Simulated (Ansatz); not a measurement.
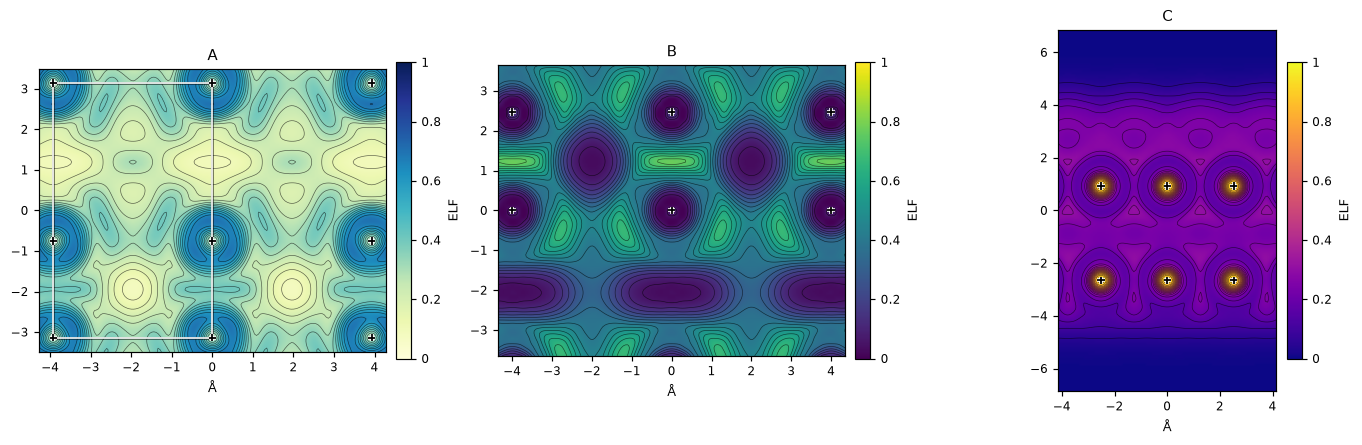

The ELF of 3 systems, each on a plane through atoms (crosses mark nuclei in the plane).

These are results of DFT PBEsol, scalar-relativistic, plane waves, PAW (Ansatz), not measurements.

System 1: Cu (slab), the (100) plane of the calculation cell, a cut from vacuum to vacuum. Computed without spin polarisation.

```
Cu
1.0
    15.11811    0.00000    0.00000
     0.00000    2.51968    0.00000
     0.00000    0.00000   19.12674
Cu
24
Direct
  0.00000 0.00000 0.07842
  0.08333 0.50000 0.17158
  0.16667 0.00000 0.07842
  0.25000 0.50000 0.17158
  0.33333 0.00000 0.07842
  0.41667 0.50000 0.17158
  0.50000 0.00000 0.07842
  0.58333 0.50000 0.17158
  0.66667 0.00000 0.07842
  0.75000 0.50000 0.17158
  0.83333 0.00000 0.07842
  0.91667 0.50000 0.17158
  0.00000 0.00000 0.26551
  0.08333 0.50000 0.35600
  0.16667 0.00000 0.26551
  0.25000 0.50000 0.35600
  0.33333 0.00000 0.26551
  0.41667 0.50000 0.35600
  0.50000 0.00000 0.26551
  0.58333 0.50000 0.35600
  0.66667 0.00000 0.26551
  0.75000 0.50000 0.35600
  0.83333 0.00000 0.26551
  0.91667 0.50000 0.35600
```

System 2: Ir, the (010) plane of the conventional cell. Space group P6₃/mmc; computed without spin polarisation.

System 3: Ge, the (010) plane of the conventional cell. Space group P6₃/mmc; a structure from a database of computed crystals, not necessarily the ambient phase.

Q: Match each panel to its system.

A: Panel A is system 2, Ir: the plane holds Ir. Ir–Ir (2.39 Å): the ELF is about 0.40 at the midpoint. Panel B is system 3, Ge: the plane holds Ge. Ge–Ge (2.47 Å): the ELF peaks at about 0.75 between the atoms. Panel C is system 1, Cu: the plane holds Cu. Cu–Cu (2.52 Å): the ELF is about 0.25 at the midpoint (no shared electron pair shows on this line).
